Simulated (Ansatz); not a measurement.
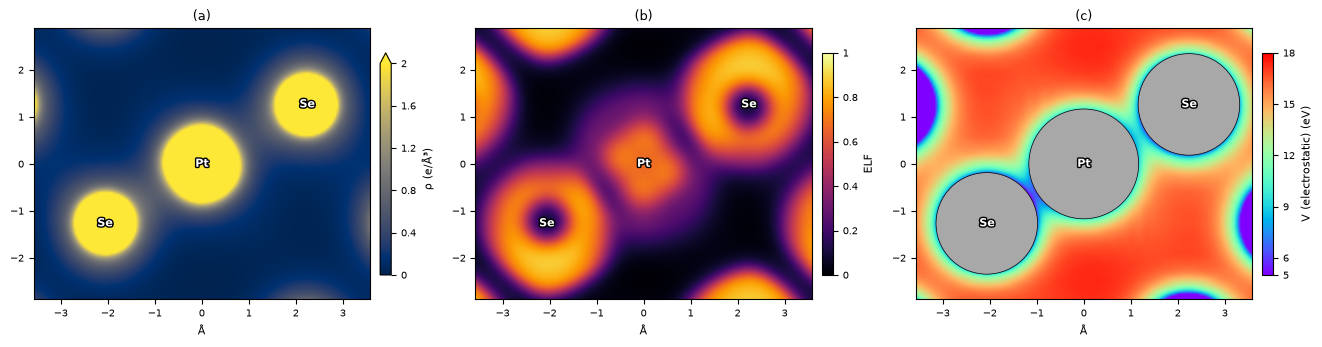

Figure. PtSe₂. (a) valence electron density; (b) electron localisation function; (c) electrostatic potential (local pseudopotential plus Hartree) felt by an electron on the (010) plane of the conventional cell. Grey discs cover the atomic cores in the potential map.

Space group Cm; changed on purpose from its base cell (all Se atoms moved +0.087 Å, as atom 2 along Cartesian [0 1 0]); not relaxed (largest force 1.4 eV/Å); computed pressure about 3 GPa in this cell.

All numbers below come from DFT PBEsol, scalar-relativistic, plane waves, PAW (Ansatz).

The density is the valence pseudo-density of a PAW calculation; it isn't the true density close to the nuclei.

Input

```
crystal:
  lattice:
    - [3.7240006046, 0.0, 0.0]
    - [-1.8620003023, 3.2250791273, 0.0]
    - [0.0, 0.0, 5.062]
  atoms:
    - { symbol: Pt, position: [0.0, 0.0, 0.0] }
    - { symbol: Se, position: [0.346898892, 0.6937977839, 0.25] }
    - { symbol: Se, position: [0.6802322253, 0.3604644506, 0.75] }
basis:
  ecutwfc: 420
kpoints:
  mp_grid: { grid: [12, 12, 10] }
hamiltonian:
  xc: pbesol
scf:
  occupations: { method: gaussian, width: 0.15 }
output:
  forces: true
  stress: true
  eigenvalues: true
  write_density: true
  write_potential: true
  elf: true
  volumetric_format: npy
```

Command:

```sh
ansatz run input.yaml --threads 1 --pin off --max-ram 2560MiB --backend cpu --events-out ev --progress --plain --runs-dir out
```

Below, planes, directions and counts refer to the conventional cell (a = 6.45 Å, b = 3.72 Å, c = 5.06 Å, α = 90.00°, β = 90.00°, γ = 90.00°).

Read the bonding off the picture.

Answer.
- The section cuts through Pt and Se sites.
- Pt–Se (2.42 Å): ρ at the midpoint is about 0.68 e/Å³; the ELF is about 0.50 at the midpoint.
- Between the atoms the lowest density in this plane is 0.02 e/Å³.
- The features right at Pt lie inside the PAW spheres, where the map follows smoothed inner orbitals and isn't to be read closely.
- Outside the cores the potential energy rises away from the atoms and is highest about 2.3 Å from the nearest atoms; its zero is arbitrary.

Does the calculation make it a metal, or give it a gap?

Answer. It is metallic or semimetallic at this level of theory: no gap opens; semilocal functionals without U, or without the true magnetic order, often close the gap of such compounds.
